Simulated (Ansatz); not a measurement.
## Nudged elastic band of Zr$_{8}$S$_{15}$ (part 1 of 3)

The run: nudged elastic band of Zr$_{8}$S$_{15}$ (defect cell, 23 atoms in the cell). Method and program: DFT with PBEsol, PAW plane waves, no spin polarisation (Ansatz 0.2.0).

The structure derives from an entry of the Crystallography Open Database. Figures and captions count atoms from 1; the log counts them from 0 in places.

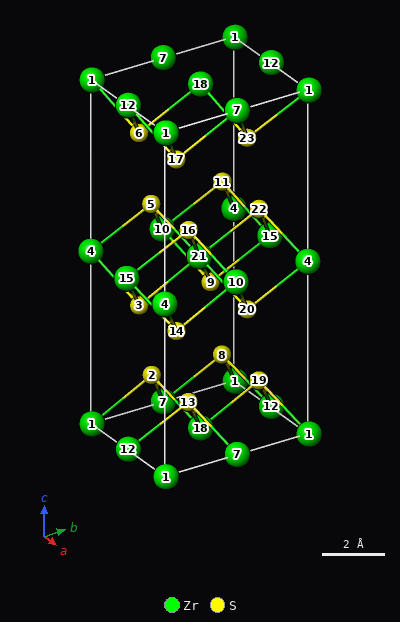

*The input geometry (ball-and-stick view of the cell of the calculation, seen slightly off an axis; atoms are numbered from 1 in the order of the input).*

Near neighbours in the crystal (not all of them lie inside the picture): Zr has 6 S at 2.46 to 2.58 Å; S has 3 Zr at 2.46 to 2.58 Å; Zr has 5 S at 2.47 to 2.58 Å.

Input
```yaml
crystal:
  lattice:
    - [7.18653195, 0.0, 0.0]
    - [-3.59326597, 6.22371923, 0.0]
    - [0.0, 0.0, 11.58160516]
  atoms:
    - { symbol: Zr, position: [0.00700373, 0.00627524, -0.0007679] }
    - { symbol: S, position: [0.1691699, 0.33952975, 0.12495675] }
    - { symbol: S, position: [0.33393167, 0.16639053, 0.37379008] }
    - { symbol: Zr, position: [0.00046122, 0.00092189, 0.50082941] }
    - { symbol: S, position: [0.17206028, 0.33442286, 0.62324163] }
    - { symbol: S, position: [0.32971108, 0.1670551, 0.87422768] }
    - { symbol: Zr, position: [0.00781119, 0.50345083, 0.00253263] }
    - { symbol: S, position: [0.1671032, 0.83159267, 0.12284176] }
    - { symbol: S, position: [0.33467142, 0.66485715, 0.37983053] }
    - { symbol: Zr, position: [-0.00501793, 0.50186012, 0.50243413] }
    - { symbol: S, position: [0.16570855, 0.83537851, 0.6250191] }
    - { symbol: Zr, position: [0.50365695, 0.00330009, 0.00233061] }
    - { symbol: S, position: [0.66850176, 0.33792632, 0.12324623] }
    - { symbol: S, position: [0.83310102, 0.16899883, 0.37573497] }
    - { symbol: Zr, position: [0.49592726, -0.00384262, 0.49882177] }
    - { symbol: S, position: [0.66972335, 0.33912213, 0.62340252] }
    - { symbol: S, position: [0.83397529, 0.16736722, 0.87514024] }
    - { symbol: Zr, position: [0.50510979, 0.50713288, 0.00176139] }
    - { symbol: S, position: [0.6662485, 0.83178645, 0.12442584] }
    - { symbol: S, position: [0.83132835, 0.66522698, 0.37697053] }
    - { symbol: Zr, position: [0.49809118, 0.50141383, 0.50074215] }
    - { symbol: S, position: [0.66612424, 0.83261539, 0.62315491] }
    - { symbol: S, position: [0.832024, 0.66388262, 0.87612873] }
kpoints:
  mp_grid: { grid: [2, 2, 2] }
magnetization:
  spin_polarized: false
scf:
  occupations: { method: fermi_dirac, width: 0.05 }
hamiltonian:
  pseudopotentials: { kind: paw }
  xc: pbesol
basis:
  ecutwfc: 420
neb:
  images: 5
  relax_end_points: true
  climbing: true
  f_tol: 0.1
  max_iterations: 40
  order_check: false
  final_atoms:
    - { symbol: Zr, position: [0.00700373, 0.00627524, -0.0007679] }
    - { symbol: S, position: [0.1691699, 0.33952975, 0.12495675] }
    - { symbol: S, position: [0.33393167, 0.16639053, 0.37379008] }
    - { symbol: Zr, position: [0.00046122, 0.00092189, 0.50082941] }
    - { symbol: S, position: [0.17206028, 0.33442286, 0.62324163] }
    - { symbol: S, position: [0.33098048, 0.66520361, 0.8754201] }
    - { symbol: Zr, position: [0.00781119, 0.50345083, 0.00253263] }
    - { symbol: S, position: [0.1671032, 0.83159267, 0.12284176] }
    - { symbol: S, position: [0.33467142, 0.66485715, 0.37983053] }
    - { symbol: Zr, position: [-0.00501793, 0.50186012, 0.50243413] }
    - { symbol: S, position: [0.16570855, 0.83537851, 0.6250191] }
    - { symbol: Zr, position: [0.50365695, 0.00330009, 0.00233061] }
    - { symbol: S, position: [0.66850176, 0.33792632, 0.12324623] }
    - { symbol: S, position: [0.83310102, 0.16899883, 0.37573497] }
    - { symbol: Zr, position: [0.49592726, -0.00384262, 0.49882177] }
    - { symbol: S, position: [0.66972335, 0.33912213, 0.62340252] }
    - { symbol: S, position: [0.83397529, 0.16736722, 0.87514024] }
    - { symbol: Zr, position: [0.50510979, 0.50713288, 0.00176139] }
    - { symbol: S, position: [0.6662485, 0.83178645, 0.12442584] }
    - { symbol: S, position: [0.83132835, 0.66522698, 0.37697053] }
    - { symbol: Zr, position: [0.49809118, 0.50141383, 0.50074215] }
    - { symbol: S, position: [0.66612424, 0.83261539, 0.62315491] }
    - { symbol: S, position: [0.832024, 0.66388262, 0.87612873] }
```

Launch command:
```bash
ansatz run input.yaml --threads 4 --pin off --max-ram 8192MiB --backend cpu --events-out ev --progress --plain --runs-dir out
```

Log
```
Warning: neb: disabling space-group detection — the band's intermediate images generally break the endpoint symmetry, so no spatial operation reduces the k-mesh or symmetrises the density, except that a semilocal band can use its path's symmetry ahead of convergence; time reversal is kept, so that k and −k are solved as one point where they differ and the mesh holds both, and exact exchange and, on two spinor components, a DFT+U term hold to it where the run has them: on two components no moment then forms, and a state that bears one, which a typed moment (crystal.atoms[].spin; refused beside efield: under a hybrid functional) reaches, can lie lower, under hf by electronvolts; crystal.symmetry.detect: false (a key that needs symmetry detection or time reversal refuses this as the deck is read) with time_reversal: false beside it drops time reversal too
Engine: ansatz 0.2.0, aarch64-unknown-linux-gnu
Pseudopotentials: kind: paw
Pseudopotential: Zr, paw, valence charge 12, recommended cutoff 420 eV (normal), Zr.paw.azcp
Pseudopotential: S, paw, valence charge 6, recommended cutoff 420 eV (normal), S.paw.azcp
Functional definition: PBEsol
  exchange = pbesol_x
  correlation = pbesol_c
parallel-image band execution: 4 concurrent image workers
NEB image 0
Crystal: 23 atoms, lattice volume = 518.010 Å³
Basis set: ecut = 420 eV, 10095 PW (Γ), exchange–correlation on 100×100×160 points (8 copies of the dense FFT grid, shifted against one another)
Bands: 116, of which v1, the nominal top of the filled ones, is band 93 counted from 1 (92 counted from 0)
Symmetry: 1 space group operations
k-points: 8
Non-local potential: Zr, projectors of the file, l = 0: 3, l = 1: 2, l = 2: 2, l = 3: 2
Non-local potential: S, projectors of the file, l = 0: 2, l = 1: 2, l = 2: 2
PAW form: soft (Blöchl's): semilocal exchange-correlation on the pseudo side does not see the compensation charge
PAW frozen core: Zr, regenerated for the run's functional, and the local potential with it (the file was generated under x = pbe(κ = 0.804, μ = 0.2195149727645171), c = pbe(β = 0.06672455060314922))
PAW frozen core: S, regenerated for the run's functional, and the local potential with it (the file was generated under x = pbe(κ = 0.804, μ = 0.2195149727645171), c = pbe(β = 0.06672455060314922))
PAW one-centre angular grid: Zr, 590 points (default); XC on 64 Gauss nodes
PAW one-centre angular grid: S, 110 points (default); XC on 64 Gauss nodes
Initial density: superposition of atomic densities (neutral atoms: chi_scale 0, normalization atom), corrected by the library's trained network
Initial wavefunctions: pseudopotential atomic-orbital guess
Functional: x = pbesol(κ = 0.804, μ = 0.12345679012345678), c = pbesol(β = 0.046)
SCF iter   1: F=—  HF=-46336.275171 eV  |F-HF|=—  |Δ(HF+E_count)|=         —  Δρ=6.02e-3  dr2=5.89e-1  ethr=1.77e-3  ⟨swp⟩=5.9  Hψ=3613  notcnv=0  defer=28
preconditioner: auto → LDOS  [insulator: Δε(μ)=0.129 eV  Ē_g=7.166 eV  σ=0.050 eV  W_gap=0.57  n_scr=110 (ndim 8)  ℏωp=18.0 eV  f_vac=0.030  D(μ)=4.17/eV (n_scr^D=22)  ε∞_Penn≈7.3  β→1.0]
SCF iter   2: F=—  HF=-46336.250169 eV  |F-HF|=—  |Δ(HF+E_count)|=   2.50e-2  Δρ=5.44e-3  dr2=4.03e-1  ethr=3.17e-4  ⟨swp⟩=3.0  Hψ=1727  notcnv=0  defer=84
SCF iter   3: F=—  HF=-46336.174300 eV  |F-HF|=—  |Δ(HF+E_count)|=   7.59e-2  Δρ=1.54e-3  dr2=5.34e-2  ethr=2.17e-4  ⟨swp⟩=4.5  Hψ=1463  notcnv=0  defer=84
SCF iter   4: F=—  HF=-46336.165411 eV  |F-HF|=—  |Δ(HF+E_count)|=   8.89e-3  Δρ=4.99e-4  dr2=3.83e-3  ethr=2.87e-5  ⟨swp⟩=2.0  Hψ=1181  notcnv=0  defer=78
SCF iter   5: F=—  HF=-46336.164787 eV  |F-HF|=—  |Δ(HF+E_count)|=   6.24e-4  Δρ=1.56e-4  dr2=4.05e-4  ethr=2.06e-6  ⟨swp⟩=2.0  Hψ=1263  notcnv=0  defer=73
SCF iter   6: F=—  HF=-46336.164760 eV  |F-HF|=—  |Δ(HF+E_count)|=   2.78e-5  Δρ=6.51e-5  dr2=3.63e-5  ethr=2.18e-7  ⟨swp⟩=2.0  Hψ=1137  notcnv=0  defer=73
SCF iter   7: F=—  HF=-46336.164823 eV  |F-HF|=—  |Δ(HF+E_count)|=   6.36e-5  Δρ=2.97e-5  dr2=1.58e-5  ethr=1.95e-8  ⟨swp⟩=2.0  Hψ=1228  notcnv=0  defer=73
SCF iter   8: F=—  HF=-46336.164823 eV  |F-HF|=—  |Δ(HF+E_count)|=   2.33e-7  Δρ=9.08e-6  dr2=1.28e-6  ethr=8.47e-9  ⟨swp⟩=2.0  Hψ=1200  notcnv=0  defer=73
SCF iter   9: F=—  HF=-46336.164823 eV  |F-HF|=—  |Δ(HF+E_count)|=   1.02e-7  Δρ=4.10e-6  dr2=2.62e-7  ethr=6.90e-10  ⟨swp⟩=2.0  Hψ=1305  notcnv=0  defer=73
SCF iter  10: F=-46336.164823 eV  HF=-46336.164823 eV  |F-HF|=2.12e-8  |Δ(HF+E_count)|=   1.84e-9  Δρ=1.41e-6  dr2=3.39e-8  ethr=5.38e-11  ⟨swp⟩=4.0  Hψ=2812  notcnv=0
SCF 1 converged in 10 iterations: F = -46336.164823 eV  dr2 = 3.39e-8
  greatest PAW one-centre occupation: 0.996 electrons in one spin orbital (limit 2), on the Zr atom at site 17 (counted from 0), in its partial waves of l = 0
NSCF: frozen V_eff on 8 k-points
NEB image 6
SCF iter   1: F=—  HF=-46336.251699 eV  |F-HF|=—  |Δ(HF+E_count)|=         —  Δρ=5.88e-3  dr2=5.52e-1  ethr=1.77e-3  ⟨swp⟩=5.9  Hψ=3604  notcnv=0  defer=34
preconditioner: auto → LDOS  [insulator: Δε(μ)=0.162 eV  Ē_g=7.170 eV  σ=0.050 eV  W_gap=0.67  n_scr=110 (ndim 8)  ℏωp=18.0 eV  f_vac=0.030  D(μ)=3.87/eV (n_scr^D=22)  ε∞_Penn≈7.3  β→1.0]
SCF iter   2: F=—  HF=-46336.230791 eV  |F-HF|=—  |Δ(HF+E_count)|=   2.09e-2  Δρ=5.35e-3  dr2=4.02e-1  ethr=2.97e-4  ⟨swp⟩=3.0  Hψ=1738  notcnv=0  defer=82
SCF iter   3: F=—  HF=-46336.156472 eV  |F-HF|=—  |Δ(HF+E_count)|=   7.43e-2  Δρ=1.59e-3  dr2=5.43e-2  ethr=2.16e-4  ⟨swp⟩=3.6  Hψ=1452  notcnv=0  defer=82
SCF iter   4: F=—  HF=-46336.147113 eV  |F-HF|=—  |Δ(HF+E_count)|=   9.36e-3  Δρ=4.84e-4  dr2=3.87e-3  ethr=2.92e-5  ⟨swp⟩=2.0  Hψ=1198  notcnv=0  defer=82
SCF iter   5: F=—  HF=-46336.146493 eV  |F-HF|=—  |Δ(HF+E_count)|=   6.20e-4  Δρ=1.53e-4  dr2=4.29e-4  ethr=2.08e-6  ⟨swp⟩=2.0  Hψ=1334  notcnv=0  defer=75
SCF iter   6: F=—  HF=-46336.146457 eV  |F-HF|=—  |Δ(HF+E_count)|=   3.63e-5  Δρ=6.48e-5  dr2=4.10e-5  ethr=2.30e-7  ⟨swp⟩=2.0  Hψ=1155  notcnv=0  defer=71
SCF iter   7: F=—  HF=-46336.146520 eV  |F-HF|=—  |Δ(HF+E_count)|=   6.30e-5  Δρ=3.05e-5  dr2=1.73e-5  ethr=2.21e-8  ⟨swp⟩=2.1  Hψ=1243  notcnv=0  defer=58
SCF iter   8: F=—  HF=-46336.146520 eV  |F-HF|=—  |Δ(HF+E_count)|=   1.04e-7  Δρ=8.45e-6  dr2=1.16e-6  ethr=9.30e-9  ⟨swp⟩=2.1  Hψ=1220  notcnv=0  defer=58
SCF iter   9: F=—  HF=-46336.146520 eV  |F-HF|=—  |Δ(HF+E_count)|=   5.65e-8  Δρ=4.03e-6  dr2=2.12e-7  ethr=6.26e-10  ⟨swp⟩=2.0  Hψ=1244  notcnv=0  defer=58
SCF iter  10: F=-46336.146520 eV  HF=-46336.146520 eV  |F-HF|=2.91e-8  |Δ(HF+E_count)|=   1.21e-8  Δρ=1.76e-6  dr2=4.52e-8  ethr=5.38e-11  ⟨swp⟩=4.0  Hψ=2872  notcnv=0
SCF 2 converged in 10 iterations: F = -46336.146520 eV  dr2 = 4.52e-8
[... from here on the iterations of each SCF are left out, up to the last one ...]
NSCF: frozen V_eff on 8 k-points
NEB end point (image 0): max|allowed force component| = 8.816e-1 eV/Å (the criterion of neb.relax_end_points is 2.000e-2)
NEB end point (image 6): max|allowed force component| = 8.423e-1 eV/Å (the criterion of neb.relax_end_points is 2.000e-2)
NEB image 0, for its relaxation
Initial density: handed on by an earlier stage of this run
Initial wavefunctions: those handed on with the density
preconditioner: auto → LDOS  [metal: Δε(μ)=0.066 eV  Ē_g=7.244 eV  σ=0.050 eV  W_gap=0.31  n_scr=110 (ndim 8)  ℏωp=18.0 eV  f_vac=0.027  D(μ)=7.29/eV (n_scr^D=34)  β→1.0]
SCF 3 converged in 3 iterations: F = -46336.164823 eV  dr2 = 5.90e-9
NEB image 0, for its relaxation
preconditioner: auto → LDOS  [metal: Δε(μ)=0.024 eV  Ē_g=7.229 eV  σ=0.050 eV  W_gap=0.12  n_scr=110 (ndim 8)  ℏωp=18.0 eV  f_vac=0.025  D(μ)=13.36/eV (n_scr^D=96)  β→1.0]
SCF 4 converged in 12 iterations: F = -46336.317150 eV  dr2 = 1.45e-8
NEB image 0, for its relaxation
preconditioner: auto → LDOS  [insulator: Δε(μ)=0.121 eV  Ē_g=7.206 eV  σ=0.050 eV  W_gap=0.51  n_scr=110 (ndim 8)  ℏωp=18.0 eV  f_vac=0.027  D(μ)=6.58/eV (n_scr^D=34)  ε∞_Penn≈7.3  β→1.0]
SCF 5 converged in 12 iterations: F = -46336.430311 eV  dr2 = 1.77e-8
NEB image 0, for its relaxation
preconditioner: auto → LDOS  [metal: Δε(μ)=0.102 eV  Ē_g=7.223 eV  σ=0.050 eV  W_gap=0.45  n_scr=110 (ndim 8)  ℏωp=18.0 eV  f_vac=0.026  D(μ)=11.73/eV (n_scr^D=72)  β→1.0]
SCF 6 converged in 10 iterations: F = -46336.446047 eV  dr2 = 7.31e-8
NEB image 0, for its relaxation
preconditioner: auto → LDOS  [metal: Δε(μ)=0.110 eV  Ē_g=7.223 eV  σ=0.050 eV  W_gap=0.48  n_scr=110 (ndim 8)  ℏωp=18.0 eV  f_vac=0.026  D(μ)=11.42/eV (n_scr^D=66)  β→1.0]
SCF 7 converged in 9 iterations: F = -46336.446988 eV  dr2 = 8.06e-8
NEB image 0
preconditioner: auto → LDOS  [metal: Δε(μ)=0.114 eV  Ē_g=7.222 eV  σ=0.050 eV  W_gap=0.49  n_scr=110 (ndim 8)  ℏωp=18.0 eV  f_vac=0.026  D(μ)=11.18/eV (n_scr^D=66)  β→1.0]
SCF 8 converged in 3 iterations: F = -46336.446988 eV  dr2 = 2.71e-8
NSCF: frozen V_eff on 8 k-points
NEB end point (image 0): relaxed in 46 SCF iterations, 0.282164 eV lower, largest move of an atom 0.142 Å; not tested for a saddle point
NEB image 6, for its relaxation
preconditioner: auto → LDOS  [metal: Δε(μ)=0.107 eV  Ē_g=7.246 eV  σ=0.050 eV  W_gap=0.47  n_scr=110 (ndim 8)  ℏωp=18.0 eV  f_vac=0.026  D(μ)=7.05/eV (n_scr^D=34)  β→1.0]
SCF 9 converged in 3 iterations: F = -46336.146520 eV  dr2 = 9.64e-9
NEB image 6, for its relaxation
preconditioner: auto → LDOS  [metal: Δε(μ)=0.007 eV  Ē_g=7.225 eV  σ=0.050 eV  W_gap=0.03  n_scr=110 (ndim 8)  ℏωp=18.0 eV  f_vac=0.025  D(μ)=13.23/eV (n_scr^D=96)  β→1.0]
SCF 10 converged in 11 iterations: F = -46336.288478 eV  dr2 = 9.58e-8
NEB image 6, for its relaxation
preconditioner: auto → LDOS  [insulator: Δε(μ)=0.131 eV  Ē_g=7.199 eV  σ=0.050 eV  W_gap=0.57  n_scr=110 (ndim 8)  ℏωp=18.0 eV  f_vac=0.027  D(μ)=5.94/eV (n_scr^D=22)  ε∞_Penn≈7.3  β→1.0]
SCF 11 converged in 12 iterations: F = -46336.435201 eV  dr2 = 3.20e-8
NEB image 6, for its relaxation
preconditioner: auto → LDOS  [metal: Δε(μ)=0.082 eV  Ē_g=7.227 eV  σ=0.050 eV  W_gap=0.37  n_scr=110 (ndim 8)  ℏωp=18.0 eV  f_vac=0.028  D(μ)=12.21/eV (n_scr^D=84)  β→1.0]
SCF 12 converged in 10 iterations: F = -46336.440039 eV  dr2 = 6.66e-8
NEB image 6, for its relaxation
preconditioner: auto → LDOS  [metal: Δε(μ)=0.107 eV  Ē_g=7.221 eV  σ=0.050 eV  W_gap=0.47  n_scr=110 (ndim 8)  ℏωp=18.0 eV  f_vac=0.026  D(μ)=11.12/eV (n_scr^D=66)  β→1.0]
SCF 13 converged in 10 iterations: F = -46336.446961 eV  dr2 = 3.41e-8
NEB image 6
preconditioner: auto → LDOS  [metal: Δε(μ)=0.115 eV  Ē_g=7.223 eV  σ=0.050 eV  W_gap=0.49  n_scr=110 (ndim 8)  ℏωp=18.0 eV  f_vac=0.027  D(μ)=11.19/eV (n_scr^D=66)  β→1.0]
SCF 14 converged in 3 iterations: F = -46336.446961 eV  dr2 = 8.88e-9
NSCF: frozen V_eff on 8 k-points
NEB end point (image 6): relaxed in 46 SCF iterations, 0.300441 eV lower, largest move of an atom 0.146 Å; not tested for a saddle point
NEB image 1
preconditioner: auto → LDOS  [insulator: Δε(μ)=0.116 eV  Ē_g=7.146 eV  σ=0.050 eV  W_gap=0.50  n_scr=110 (ndim 8)  ℏωp=18.0 eV  f_vac=0.030  D(μ)=4.82/eV (n_scr^D=22)  ε∞_Penn≈7.4  β→1.0]
SCF 15 converged in 12 iterations: F = -46335.511970 eV  dr2 = 4.75e-8
NEB image 2
preconditioner: auto → LDOS  [metal: Δε(μ)=0.035 eV  Ē_g=7.144 eV  σ=0.050 eV  W_gap=0.17  n_scr=110 (ndim 8)  ℏωp=18.0 eV  f_vac=0.032  D(μ)=5.71/eV (n_scr^D=22)  β→1.0]
SCF 16 converged in 12 iterations: F = -46332.967841 eV  dr2 = 2.80e-8
NEB image 3
preconditioner: auto → LDOS  [metal: Δε(μ)=0.066 eV  Ē_g=7.133 eV  σ=0.050 eV  W_gap=0.31  n_scr=110 (ndim 8)  ℏωp=18.0 eV  f_vac=0.034  D(μ)=6.11/eV (n_scr^D=22)  β→1.0]
SCF 17 converged in 11 iterations: F = -46331.302857 eV  dr2 = 3.30e-8
NEB image 4
preconditioner: auto → LDOS  [metal: Δε(μ)=0.034 eV  Ē_g=7.144 eV  σ=0.050 eV  W_gap=0.17  n_scr=110 (ndim 8)  ℏωp=18.0 eV  f_vac=0.032  D(μ)=5.73/eV (n_scr^D=22)  β→1.0]
SCF 18 converged in 11 iterations: F = -46332.967562 eV  dr2 = 4.14e-8
NEB image 5
preconditioner: auto → LDOS  [insulator: Δε(μ)=0.115 eV  Ē_g=7.147 eV  σ=0.050 eV  W_gap=0.50  n_scr=110 (ndim 8)  ℏωp=18.0 eV  f_vac=0.030  D(μ)=4.83/eV (n_scr^D=22)  ε∞_Penn≈7.4  β→1.0]
SCF 19 converged in 12 iterations: F = -46335.510975 eV  dr2 = 3.95e-8
NEB iter   1: max|band force component| = 1.522e1 eV/Å  barrier→ = 5.1441 eV  barrier← = 5.1441 eV  Δτ_max = 0.2000 Å  (84 SCF iters)
NEB image 1
preconditioner: auto → LDOS  [metal: Δε(μ)=0.017 eV  Ē_g=7.240 eV  σ=0.050 eV  W_gap=0.09  n_scr=110 (ndim 8)  ℏωp=18.0 eV  f_vac=0.031  D(μ)=12.18/eV (n_scr^D=84)  β→1.0]
SCF 20 converged in 11 iterations: F = -46335.970769 eV  dr2 = 6.15e-8
NEB image 2
preconditioner: auto → LDOS  [metal: Δε(μ)=0.024 eV  Ē_g=7.240 eV  σ=0.050 eV  W_gap=0.12  n_scr=110 (ndim 8)  ℏωp=18.0 eV  f_vac=0.029  D(μ)=9.97/eV (n_scr^D=54)  β→1.0]
SCF 21 converged in 11 iterations: F = -46335.195287 eV  dr2 = 5.04e-8
NEB image 3
preconditioner: auto → LDOS  [metal: Δε(μ)=0.033 eV  Ē_g=7.256 eV  σ=0.050 eV  W_gap=0.16  n_scr=110 (ndim 8)  ℏωp=18.0 eV  f_vac=0.033  D(μ)=10.61/eV (n_scr^D=66)  β→1.0]
SCF 22 converged in 10 iterations: F = -46334.535996 eV  dr2 = 1.24e-8
NEB image 4
preconditioner: auto → LDOS  [metal: Δε(μ)=0.023 eV  Ē_g=7.240 eV  σ=0.050 eV  W_gap=0.11  n_scr=110 (ndim 8)  ℏωp=18.0 eV  f_vac=0.029  D(μ)=10.01/eV (n_scr^D=54)  β→1.0]
SCF 23 converged in 11 iterations: F = -46335.189420 eV  dr2 = 5.70e-8
NEB image 5
preconditioner: auto → LDOS  [metal: Δε(μ)=0.013 eV  Ē_g=7.239 eV  σ=0.050 eV  W_gap=0.06  n_scr=110 (ndim 8)  ℏωp=18.0 eV  f_vac=0.030  D(μ)=12.13/eV (n_scr^D=84)  β→1.0]
SCF 24 converged in 11 iterations: F = -46335.968608 eV  dr2 = 5.65e-8
NEB iter   2: max|band force component| = 3.115e0 eV/Å  barrier→ = 1.9110 eV  barrier← = 1.9110 eV  Δτ_max = 0.2000 Å  (54 SCF iters)
[... from here on the SCF iterations and repeated set-up lines of each step are left out, up to the last step ...]
NEB image 1
SCF 25 converged in 11 iterations: F = -46336.161299 eV  dr2 = 3.65e-8
NEB image 2
SCF 26 converged in 10 iterations: F = -46335.544796 eV  dr2 = 3.07e-8
NEB image 3
SCF 27 converged in 9 iterations: F = -46335.225640 eV  dr2 = 2.16e-8
```
